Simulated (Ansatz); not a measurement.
PbS2 (space group Pnnm, No. 58). Coordinates: the end point of a relaxation with DFT, PBEsol, plane waves, PAW (Ansatz).

```
CELL_PARAMETERS angstrom
5.38456 0.00000 0.00000
0.00000 6.96929 0.00000
0.00000 0.00000 4.36655
ATOMIC_POSITIONS crystal
Pb 0.50000 0.50000 0.50000
Pb 0.00000 0.00000 0.00000
S 0.64902 0.09467 0.50000
S 0.35098 0.90533 0.50000
S 0.14902 0.40533 0.00000
S 0.85098 0.59467 0.00000
```

Bonds are taken as Pb–S below 3.3 Å and S–S below 2.3 Å; no other contact counts. Atoms with one bond or none are removed and atoms with two bonds are replaced by edges, until no such atom is left.

Derive the underlying net.

The result is a binodal (4,6)-connected, three-periodic net: S is a 4-connected node; Pb is a 6-connected node, in the ratio 2:1. It is a single net, without interpenetration.

```
node  links  point symbol       coordination sequence
   S      4          4·5⁵   4 17 34 64 93 153 181 262
  Pb      6   4²·5⁸·6²·8³  6 16 40 60 106 134 206 236
```

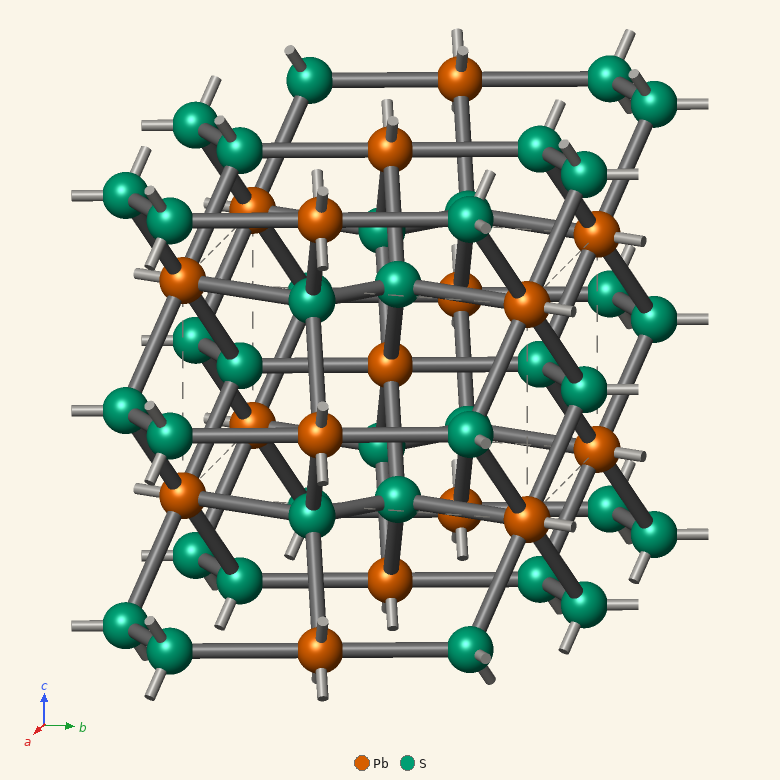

Nodes are coloured by topological kind. Short stubs are edges that leave the cut-out.
